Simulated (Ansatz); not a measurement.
A series of calculations on Ta16H

**1. Relaxation**

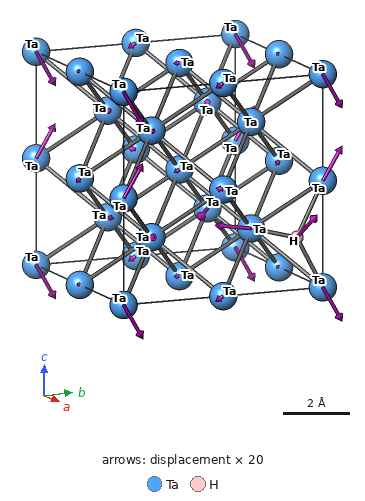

This is a relaxation of a defect cell of composition Ta16H. The starting structure is drawn; purple arrows show the displacements, 20 times their true length.

A ball-and-stick model of the cell of the calculation, seen slightly off an axis.

It is an interstitial H in bcc Ta. The run prepares the start of a later molecular dynamics calculation, from a guessed geometry.

Level of theory: DFT PBE, scalar-relativistic, plane waves, PAW in Ansatz 0.2.0.

The input:
```yaml
crystal:
  lattice:
    - [6.62, 0.0, 0.0]
    - [0.0, 6.62, 0.0]
    - [0.0, 0.0, 6.62]
  atoms:
    - { symbol: Ta, position: [0.0, 0.0, 0.0] }
    - { symbol: Ta, position: [0.5, 0.0, 0.0] }
    - { symbol: Ta, position: [0.0, 0.5, 0.0] }
    - { symbol: Ta, position: [0.0, 0.0, 0.5] }
    - { symbol: Ta, position: [0.25, 0.25, 0.25] }
    - { symbol: Ta, position: [0.5, 0.5, 0.0] }
    - { symbol: Ta, position: [0.5, 0.0, 0.5] }
    - { symbol: Ta, position: [0.75, 0.25, 0.25] }
    - { symbol: Ta, position: [0.0, 0.5, 0.5] }
    - { symbol: Ta, position: [0.25, 0.75, 0.25] }
    - { symbol: Ta, position: [0.25, 0.25, 0.75] }
    - { symbol: Ta, position: [0.5, 0.5, 0.5] }
    - { symbol: Ta, position: [0.75, 0.75, 0.25] }
    - { symbol: Ta, position: [0.75, 0.25, 0.75] }
    - { symbol: Ta, position: [0.25, 0.75, 0.75] }
    - { symbol: Ta, position: [0.75, 0.75, 0.75] }
    - { symbol: H, position: [-0.007922, 0.8729043, 0.242972] }
basis:
  ecutwfc: 420.0
kpoints:
  mp_grid: { grid: [3, 3, 3] }
hamiltonian:
  xc: pbe
scf:
  occupations: { method: fermi_dirac, width: 0.1 }
  lower_state_search: "off"
relax:
  f_tol: 0.08
  max_steps: 25
  adjacent_minimum: "off"
```

Command:
```bash
ansatz run input.yaml --threads 4 --pin off --max-ram 10240MiB --backend cpu --events-out ev --progress --plain --runs-dir out
```

**What happened in the run?**

Ta13 moves most: 0.068 Å along [−3 −2 0]. By element the largest moves are Ta 0.068 Å, H 0.067 Å. The cell doesn't change. Some distances before and after: Ta13–H17 1.798 → 1.914 Å, Ta10–Ta13 3.310 → 3.419 Å, Ta10–Ta13 (another image) 3.310 → 3.201 Å, Ta1–Ta10 2.867 → 2.969 Å. Among the angles between lasting bonds that change: Ta4–H17–Ta10 98.3° → 101.7°, Ta1–H17–Ta13 105.0° → 101.7°. After 2 accepted moves (3 points after the start) the energy has fallen by 0.181 eV per cell of the calculation. The largest force component goes from 1.4 to 0.0079 eV/Å. The line search rejected the trial step at point 1 of the run. Cost: 14 s on 4 threads of AMD EPYC 9R45 96-Core Processor (Zen 5), on a shared host, peak memory 1.1 GiB.

Limits of the set-up: the periodic images lie only 6.6 Å apart, so the values are limited by the cell's size.

**2. Dynamics**

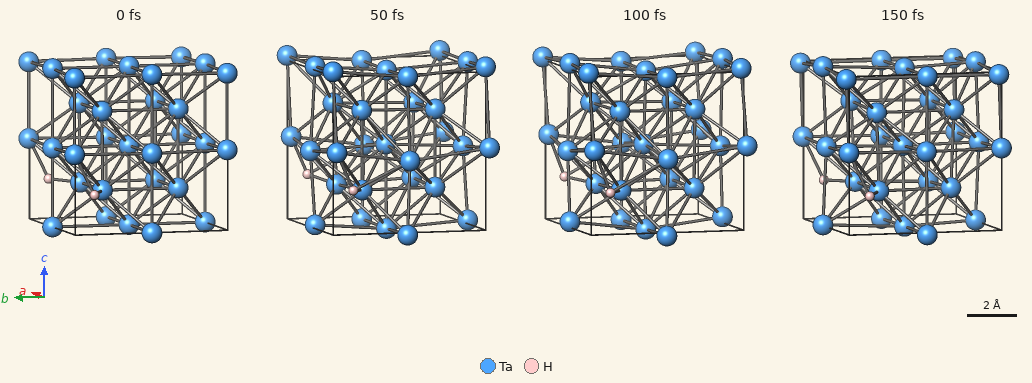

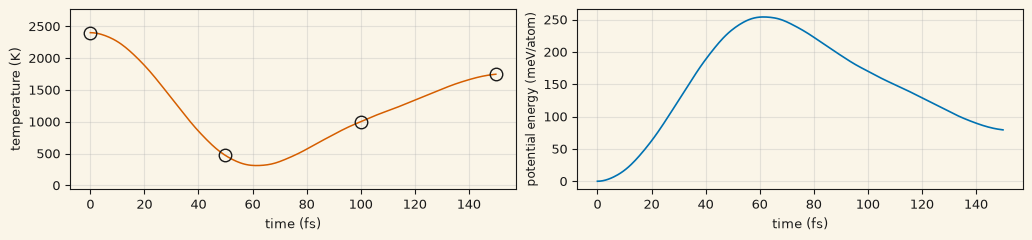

A Born-Oppenheimer molecular dynamics run of Ta with an interstitial H (17 atoms in the cell), 150 fs long. Frames and the history of the run. Style: ball-and-stick. Shown: the simulation cell, from a free direction. Bonds to atoms that aren't drawn are left out.

Computed with Ansatz, DFT PBE, scalar-relativistic, plane waves, PAW. Run with plane-wave cutoff 420 eV; k-point mesh 3 × 3 × 3; Fermi-Dirac smearing 0.1 eV; constant energy (NVE); velocities drawn for 2400 K; time step 0.5 fs.

Input
```yaml
crystal:
  lattice:
    - [6.62, 0.0, 0.0]
    - [0.0, 6.62, 0.0]
    - [0.0, 0.0, 6.62]
  atoms:
    - { symbol: Ta, position: [-0.00046521, 0.00514502, -0.00863807] }
    - { symbol: Ta, position: [0.49955392, -0.00067798, 0.00031733] }
    - { symbol: Ta, position: [-0.00044396, 0.49816398, -0.00125289] }
    - { symbol: Ta, position: [-0.00046566, 0.00510702, 0.50779403] }
    - { symbol: Ta, position: [0.25035955, 0.25154759, 0.24960912] }
    - { symbol: Ta, position: [0.49951313, 0.49867908, -0.00011267] }
    - { symbol: Ta, position: [0.49956121, -0.00070398, 0.49885863] }
    - { symbol: Ta, position: [0.74871334, 0.25159566, 0.24960536] }
    - { symbol: Ta, position: [-0.00044008, 0.49820312, 0.50042669] }
    - { symbol: Ta, position: [0.25774411, 0.74466326, 0.24957788] }
    - { symbol: Ta, position: [0.24928084, 0.2510582, 0.749573] }
    - { symbol: Ta, position: [0.49951597, 0.49870762, 0.49931417] }
    - { symbol: Ta, position: [0.74129523, 0.74460144, 0.24957764] }
    - { symbol: Ta, position: [0.74983384, 0.25108448, 0.74957057] }
    - { symbol: Ta, position: [0.24881871, 0.75047682, 0.74960921] }
    - { symbol: Ta, position: [0.75025767, 0.75044433, 0.74960249] }
    - { symbol: H, position: [-0.00055462, 0.87480864, 0.24953952] }
basis:
  ecutwfc: 420.0
kpoints:
  mp_grid: { grid: [3, 3, 3] }
hamiltonian:
  xc: pbe
scf:
  occupations: { method: fermi_dirac, width: 0.1 }
  lower_state_search: "off"
md:
  timestep: 0.5
  n_steps: 300
  ensemble: nve
  temperature: 2400.0
  initial_velocities: maxwell_boltzmann
  seed: 900492
```

Launched with:
```bash
ansatz run input.yaml --threads 4 --pin off --max-ram 10240MiB --backend cpu --events-out ev --progress --plain --runs-dir out
```

Q: What do the frames and curves show?

A: Root-mean-square distances from the starting positions over the second half, with the common drift of all atoms taken out: Ta 0.20 Å, H 0.15 Å. The run lasts only 150 fs, too short to tell vibration from diffusion. The mean temperature in the second half is 1188 K (standard deviation 383 K). The first frame carries almost no forces, so kinetic energy first flows into potential energy: the temperature drops from 2400 to 311 K within 62 fs, and without a thermostat its mean stays below the start. The potential energy is still drifting at the end, so the run hasn't reached equilibrium. The potential energy in the second half lies on average 147 meV per atom above the first frame.

Limits of the set-up: the periodic images lie only 6.6 Å apart, so the values are limited by the cell's size.

**3. Dynamics**

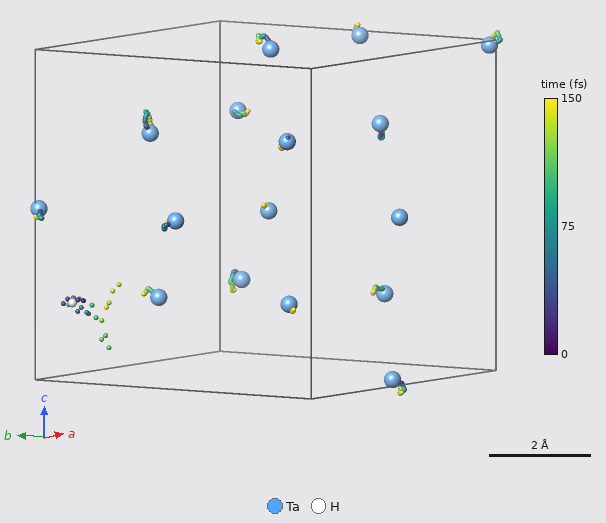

First-principles dynamics of Ta with an interstitial H (17 atoms in the cell), 150 fs long. It starts from the last geometry of an earlier run, with fresh velocities. Dots mark each atom's position at evenly spaced times, coloured by time; spheres stand at the starting positions. Seen from a free direction in the simulation cell.

Theory: DFT PBE, scalar-relativistic, plane waves, PAW (Ansatz 0.2.0). Set-up: plane-wave cutoff 420 eV; k-point mesh 3 × 3 × 3; Fermi-Dirac smearing 0.1 eV; Langevin thermostat (NVT); set temperature 1680 K; time step 0.5 fs; friction 0.005 per fs.

### What do the traces tell about the motion?

Root-mean-square distances from the starting positions over the second half, with the common drift of all atoms taken out: H 0.81 Å, Ta 0.26 Å. The run lasts only 150 fs, too short to tell vibration from diffusion. The mean temperature in the second half is 1398 K (standard deviation 197 K). The temperature is still climbing (996 K in the second quarter, 1556 K in the last), so the run isn't equilibrated. The potential energy is still drifting at the end, so the run hasn't reached equilibrium. The potential energy in the second half lies on average 86.6 meV per atom above the first frame.

Limits of the set-up: the periodic images lie only 6.6 Å apart, so the values are limited by the cell's size.

The run took 14 min on 4 threads of AMD EPYC 9R45 96-Core Processor (Zen 5) (shared host), peak memory 1.5 GiB.
